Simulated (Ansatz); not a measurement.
Here is a crystal structure:

```xyz
8
Lattice="3.0564 1.7646 -2.4593 0.0000 3.5292 2.4593 3.0564 -1.7646 2.4593" Properties=species:S:1:pos:R:3 pbc="T T T"
O     4.5846   -0.8823    1.2297
O     1.5282   -0.8823    1.2297
O     3.0564    0.0000    3.6890
Co    3.0564    5.2938    0.0000
O     3.0564    1.7646    1.2297
Co    3.0564    0.0000    0.0000
Co    1.5282    2.6469    0.0000
Co    1.5282    0.8823    2.4593
```

Q: Before looking at a picture, describe the arrangement of atoms.

A: The structure is one of CoO. Strictly the space group is R-3m (No. 166, within 0.01 Å). It is a distorted form of a face-centred cubic structure, space group Fm-3m (No. 225) within 0.25 Å: rock salt (NaCl type). Content of the cell: 4 Co, 4 O (Z = 4). The polyhedra are CoO6 octahedra; they share corners and edges. O is surrounded by six Co in an octahedral arrangement at 2.15 Å. The Co atoms are each bonded to six O in an octahedral arrangement at 2.15 Å. The bonds build a three-dimensional framework.

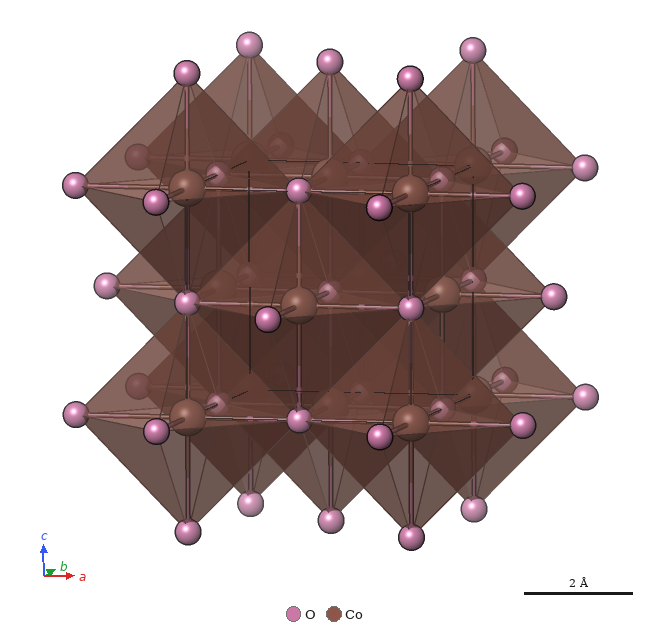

The figure gives a polyhedral picture of the atoms, viewed slightly off an axis. Atoms at the boundary of the drawn cell (a repeat of the simulation cell) (the box) are drawn once for each face, edge or corner they touch. Some atoms of the next cells are drawn as well. Colours: cobalt brown, oxygen pink.

The structure comes from a structure listed in the Materials Project. It was relaxed with DFT PBE+U, scalar-relativistic, plane waves, PAW in Ansatz under a constraint or pressure on the cell, so some stress remains.
